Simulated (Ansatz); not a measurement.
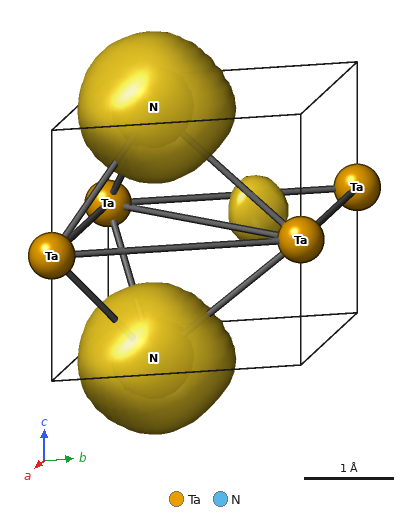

*TaN. Isosurface of the ELF at 0.7 (yellow), seen slightly off an axis. Core shells and regions of very low density are left out. Sticks mark near contacts.*

Space group P-6m2; computed pressure about −3 GPa in this cell.

These are results of Ansatz, Kohn-Sham DFT of a periodic cell, HSE03, Ansatz PAW, not measurements.

```
CELL_PARAMETERS angstrom
2.93800 0.00000 0.00000
-1.46900 2.54438 0.00000
0.00000 0.00000 2.88300
ATOMIC_POSITIONS crystal
Ta 0.00000 0.00000 0.50000
N 0.66667 0.33333 0.00000
```

Q: Where are the electrons localised?

A: The surface consists of one region wrapped around N (its valence shell) and one pocket between the atoms, centred on no nucleus (multi-centre or interstitial), counted in one cell of 2 atoms. Any copies at cell faces, edges or corners count once. Along the contacts the grid gives the following. Ta–N (2.23 Å): the ELF peaks at about 0.80 in the valence shell of N, 0.7 Å from its nucleus, and is about 0.20 at the midpoint: no shared electron pair shows on this line. Ta–Ta (2.88 Å): the ELF is about 0.25 at the midpoint; no shared electron pair shows on this line.
